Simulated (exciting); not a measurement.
**Energy of KCl along an even scaling of the cell**

System: KCl (Fm-3m, 2 atoms in the cell).
Method: Kohn-Sham DFT of a periodic cell, PBE, all-electron LAPW+lo, shipped species files, no spin polarisation (exciting sodium).

The 7 runs differ only in the geometry, by an even scaling of the cell at fixed fractional positions. The structure derives from an entry of the Crystallography Open Database.

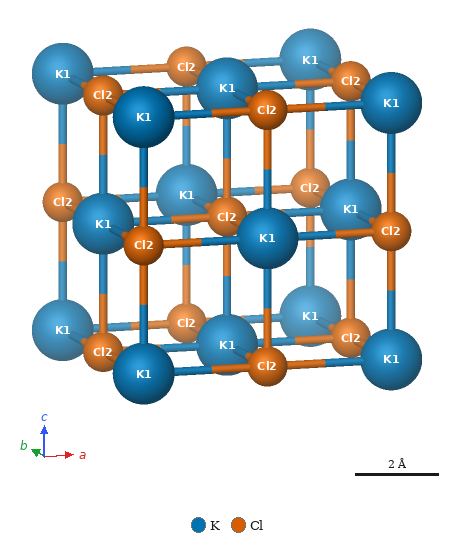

Figure 1. The structure of run 4 (ball-and-stick view of the cell 4 times as large as that of the calculation, set on its symmetry axes, seen slightly off an axis; atoms are numbered from 1 in the order of the input).

### Input of run 4
```
<input>
  <title>KCl</title>
  <structure speciespath="./" tshift="false">
    <crystal scale="1">
      <basevect>0.000000000000 5.945966559351 5.945966559351</basevect>
      <basevect>5.945966559351 0.000000000000 5.945966559351</basevect>
      <basevect>5.945966559351 5.945966559351 0.000000000000</basevect>
    </crystal>
    <species speciesfile="K.xml" rmt="2.2">
      <atom coord="0.000000000000 0.000000000000 0.000000000000"/>
    </species>
    <species speciesfile="Cl.xml" rmt="1.9">
      <atom coord="0.500000000000 0.500000000000 0.500000000000"/>
    </species>
  </structure>
  <groundstate do="fromscratch" ngridk="7 7 7" rgkmax="7.5" gmaxvr="14" lmaxapw="10" lmaxmat="10" lmaxvr="8" xctype="GGA_PBE" stype="Fermi Dirac" swidth="0.00183747" nempty="10" ValenceRelativity="iora*" epsengy="1e-05" epspot="1e-05" maxscl="60" tforce="true" outputlevel="normal"/>
  <properties>
    <chargedensityplot>
      <plot3d>
        <box grid="23 23 23">
          <origin coord="0 0 0"/>
          <point coord="1 0 0"/>
          <point coord="0 1 0"/>
          <point coord="0 0 1"/>
        </box>
      </plot3d>
    </chargedensityplot>
    <elfplot>
      <plot3d>
        <box grid="23 23 23">
          <origin coord="0 0 0"/>
          <point coord="1 0 0"/>
          <point coord="0 1 0"/>
          <point coord="0 0 1"/>
        </box>
      </plot3d>
    </elfplot>
    <exccplot>
      <plot3d>
        <box grid="23 23 23">
          <origin coord="0 0 0"/>
          <point coord="1 0 0"/>
          <point coord="0 1 0"/>
          <point coord="0 0 1"/>
        </box>
      </plot3d>
    </exccplot>
  </properties>
</input>
```

Command:
```bash
OMP_NUM_THREADS=1 exciting_smp
```

Lattice vectors (Å) and fractional positions of run 4:
```
   0.000000    3.146470    3.146470
   3.146470    0.000000    3.146470
   3.146470    3.146470    0.000000
K   0.000000  0.000000  0.000000
Cl  0.500000  0.500000  0.500000
```

Run 3 has the same physical settings and fractional positions; its lattice vectors (Å) are:
```
   0.000000    3.125352    3.125352
   3.125352    0.000000    3.125352
   3.125352    3.125352    0.000000
```

### Results, with one run withheld

| run | volume per atom (Å³) | free energy per atom, from the lowest run given (meV) | gap on the mesh (eV) |
| --- | --- | --- | --- |
| 1 | 29.282 | 19.40 | 5.42 |
| 2 | 29.905 | 11.98 | 5.35 |
| 3 | 30.528 | ? | ? |
| 4 | 31.151 | 2.96 | 5.20 |
| 5 | 31.774 | 0.69 | 5.14 |
| 6 | 32.397 | 0.00 | 5.07 |
| 7 | 33.020 | 0.39 | 5.01 |

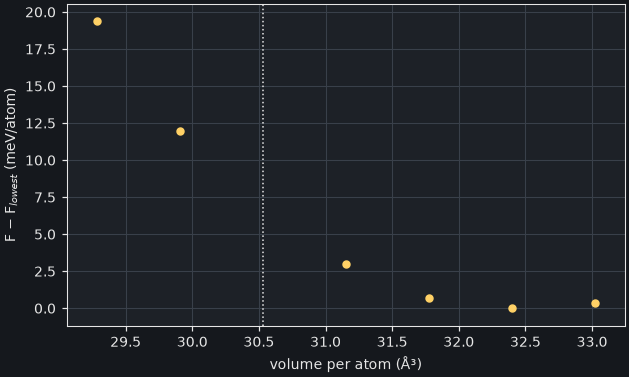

Figure 2. Free energy per atom of the runs given; the dotted line marks run 3.

What should run 3 give?

A cubic polynomial in V^(−2/3) (the Birch–Murnaghan form), fitted to the 6 runs given, misses them by at most 0.07 meV per atom. With x = V^(−2/3) − 0.10088 Å⁻², it reads F = 2.636 + 2039.1 x + 3.9591e+05 x² + 2.673e+06 x³ (meV per atom). At run 3 it gives 6.58 meV per atom, and the run itself gives 6.61. The fit has its minimum at 32.479 Å³ per atom, where V d²F/dV² gives 15.9 GPa: the bulk modulus at this level, since symmetry fixes the shape and the positions. The gap on the mesh goes, without turning, from 5.42 eV in run 1 to 5.01 eV in run 7; run 3 has 5.27 eV. These are gaps of this functional on this mesh, which can miss the band edges; they aren't the measured gap.

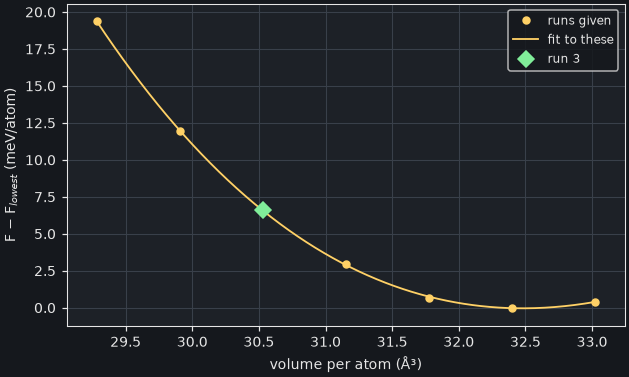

Figure 3. The fit and the withheld run.

### Some lines of the output (run 3)
```
[...]
 Fermi energy                               :         0.07957638
 Estimated fundamental gap                  :         0.19380208
 Absolute change in total energy   (target) :  0.108794E-02  ( 0.100000E-04)
 Total energy                               :     -1063.77233070
 Fermi energy                               :         0.07957594
 Estimated fundamental gap                  :         0.19380266
 Absolute change in total energy   (target) :  0.875359E-04  ( 0.100000E-04)
 Total energy                               :     -1063.77232237
 Fermi energy                               :         0.07957599
 Estimated fundamental gap                  :         0.19380260
 Absolute change in total energy   (target) :  0.833930E-05  ( 0.100000E-04)
 Total energy                               :     -1063.77232180
 Absolute change in total energy   (target) :  0.570219E-06  ( 0.100000E-04)
 Total energy                               :     -1063.77232191
```
